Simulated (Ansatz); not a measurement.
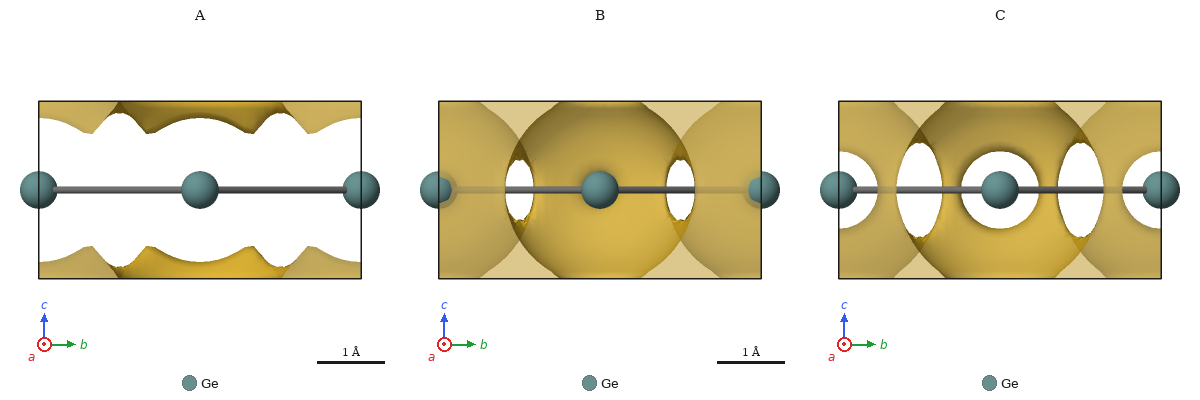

Three surfaces of the space that a probe's centre can reach in Ge (Cmmm, No. 65), computed for probe radii of 0.10, 0.20, 0.45 Å, in shuffled order. Pale faces close the region where the drawn box cuts it.

The atoms' radii are touching radii (half the shortest distance): Ge 1.33 Å.

The cell is taken from the input geometry of an electronic-structure calculation (not necessarily at equilibrium).

```cif
data_structure
_symmetry_space_group_name_H-M 'P 1'
_symmetry_Int_Tables_number 1
_cell_length_a 2.8986
_cell_length_b 4.8284
_cell_length_c 2.6541
_cell_angle_alpha 90.000
_cell_angle_beta 90.000
_cell_angle_gamma 90.000
_cell_volume 37.15
loop_
_atom_site_label
_atom_site_type_symbol
_atom_site_fract_x
_atom_site_fract_y
_atom_site_fract_z
_atom_site_occupancy
Ge1 Ge 0.50000 0.00000 0.50000 1
Ge2 Ge 0.00000 0.50000 0.50000 1
```

**Which panel belongs to which radius, and what does each show?**

B: 0.10 Å, a three-dimensional network, 35 % of the volume. C: 0.20 Å, a three-dimensional network, 23 % of the volume. A: 0.45 Å, a two-dimensional network in layers parallel to (001), 5.2 % of the volume. The larger the probe, the smaller the space left to it.
